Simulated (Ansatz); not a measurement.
Cell and atoms:

```xyz
36
Lattice="6.7985 3.9251 4.9453 -6.7985 3.9251 4.9453 0.0000 -7.8502 4.9453" Properties=species:S:1:pos:R:3 pbc="T T T"
Si    1.5559   -5.1450    6.5028
Si   -5.2336    1.2251    6.5028
Si    3.6777    3.9199    6.5028
Si   -5.2336   -1.2251    8.3332
Si    1.5559    5.1450    8.3332
Si    3.6777   -3.9199    8.3332
Si   -1.5559    5.1450    8.3332
Si    5.2336   -1.2251    8.3332
Si   -3.6777   -3.9199    8.3332
Si    5.2336    1.2251    6.5028
Si   -1.5559   -5.1450    6.5028
Si   -3.6777    3.9199    6.5028
O     1.7888   -4.7519    4.9453
O     1.7888    4.7519    9.8906
O     3.2209   -3.9251    9.8906
O    -1.7888    4.7519    9.8906
O    -1.7888   -4.7519    4.9453
O    -3.2209   -3.9251    9.8906
O    -2.0509   -1.1841   12.9902
O     0.0000    2.3681   12.9902
O     2.0509   -1.1841   12.9902
O     0.0000   -2.3681    1.8458
O    -2.0509    1.1841    1.8458
O     2.0509    1.1841    1.8458
O    -4.3613    2.5180    6.9083
O     0.0000   -5.0360    6.9083
O     4.3613    2.5180    6.9083
O    -4.3613   -2.5180    7.9276
O     4.3613   -2.5180    7.9276
O     0.0000    5.0360    7.9276
O    -2.3588    4.0856    7.4180
O    -2.3588   -4.0856    7.4180
O     4.7177    0.0000    7.4180
O     2.3588   -4.0856    7.4180
O     2.3588    4.0856    7.4180
O    -4.7177    0.0000    7.4180
```

Characterise the structure given above.

The stoichiometry is SiO2. Space group R-3m (No. 166), lattice rhombohedral (trigonal R). In the cell are 12 Si, 24 O, which makes 12 formula units. Si bonds to four O in a tetrahedral arrangement at 1.61 to 1.63 Å. About every O there are two Si in a bent arrangement at 1.61 to 1.63 Å. The bonds build a three-dimensional framework.

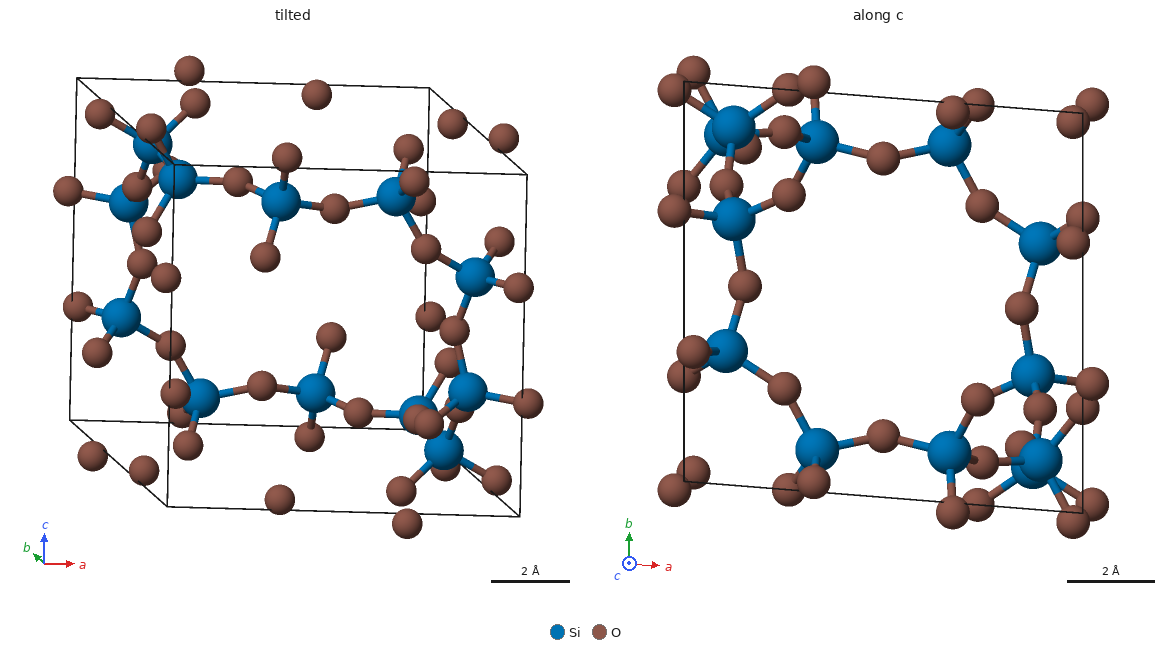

Drawn in the ball-and-stick manner and seen slightly off an axis and along the c axis. Atoms at the boundary of the unit cell (the box) are drawn once for each face, edge or corner they touch. Colours: silicon blue, oxygen brown.

The starting point was a structure listed in the Materials Project. The atoms were relaxed in a fixed cell with DFT, PBE, plane-wave PAW, scalar-relativistic (Ansatz 0.2.0).
